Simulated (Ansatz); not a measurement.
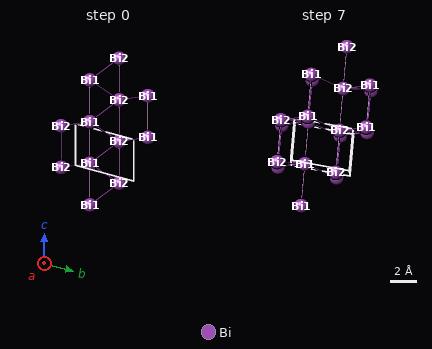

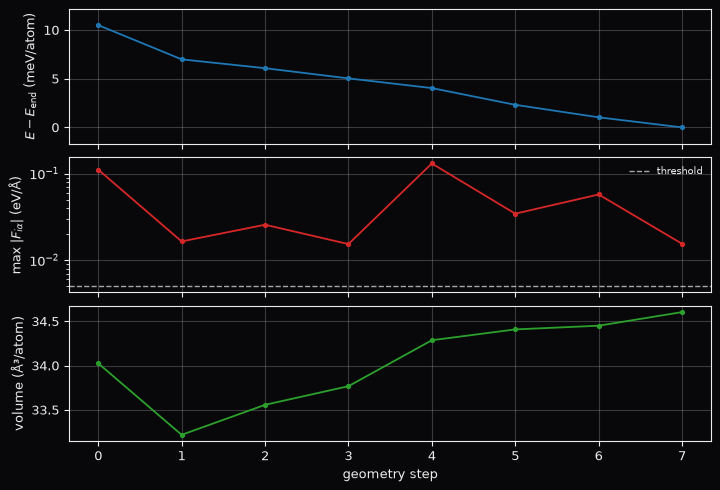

First and last geometry of a relaxation of crystalline Bi (set up in C2/m), with the history of the run. The picture is a ball-and-stick view of the cell of the calculation, repeated 1 × 1 × 2 with one cell outlined, seen along the a axis.

Theory: DFT r2SCAN, scalar-relativistic, plane waves, PAW in Ansatz 0.2.0. Set-up: plane-wave cutoff 500 eV; k-point mesh 10 × 10 × 14; occupations gaussian; smearing width 0.1 eV; no spin polarisation; cell and atoms relaxed; force threshold 0.005 eV/Å; at most 80 steps.

> Read the history and describe the run.

The run was cut off at its time limit before the relaxation converged, so the last structure is only a point on the way. The largest moves relative to the cell, 0.26 Å, are those of Bi1 and Bi2. Bi1 goes roughly along [−1 −1 −3]. The drawn cell changes as follows: a = b 4.689 → 4.623 Å (−1.4 %), c 3.359 → 3.321 Å (−1.1 %), α 106.2° → 96.0°, β 106.2° → 96.0°, γ 83.8° → 87.8°; the volume changes by +3.1 %. Among the contacts that change: Bi1–Bi2 3.446 → 4.287 Å, Bi1–Bi2 (another image) 3.212 → 3.001 Å, Bi1–Bi1 3.359 → 3.321 Å, Bi1–Bi2 (another image) 3.281 → 3.258 Å. Among the angles between lasting bonds that change: Bi2–Bi1–Bi2 145.4° → 159.5°, Bi1–Bi1–Bi2 72.7° → 81.2°, Bi1–Bi1–Bi2 107.3° → 98.8°. The space group stays C2/m (No. 12). After 7 geometry steps the energy has fallen by 10.5 meV per atom. The largest force component goes from 0.11 to 0.015 eV/Å. The pressure goes from −0.85 to 0.09 GPa. The run took roughly 15 core-minutes on a shared host.
